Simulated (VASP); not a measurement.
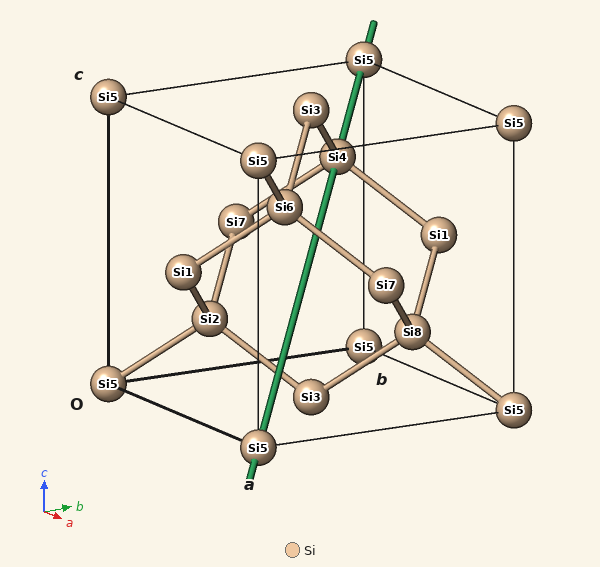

For Si, a cell listed in the Materials Project, as set up for an electronic-structure calculation: the coloured rod is the axis of a symmetry operation of the crystal. All values are computed from the atomic coordinates in the standard setting (tolerance 0.002 Å).

a = 5.444 Å, b = 5.444 Å, c = 5.444 Å, α = 90.00°, β = 90.00°, γ = 90.00°.

```tsv
atom	x	y	z
Si1	0.5000	0.0000	0.5000
Si2	0.2500	0.2500	0.2500
Si3	0.5000	0.5000	0.0000
Si4	0.2500	0.7500	0.7500
Si5	0.0000	0.0000	0.0000
Si6	0.7500	0.2500	0.7500
Si7	0.0000	0.5000	0.5000
Si8	0.7500	0.7500	0.2500
```

Take the operation x, y, z → −y+1, z, −x+1.

Question: What kind of operation is it, and where does it lie?

Answer: It is a 3-fold rotation, about the line along [−1 1 1] through (1/2, 1/2, 1/2).

Question: Onto which atom does it carry each atom (up to whole multiples of a, b and c)?

Answer: Si1 → Si7, Si2 → Si6, Si3 → Si1, Si4 → Si4, Si5 → Si5, Si6 → Si8, Si7 → Si3, Si8 → Si2.

Question: What is the crystal's space group?

Answer: Fd-3m (No. 227, origin choice 1).
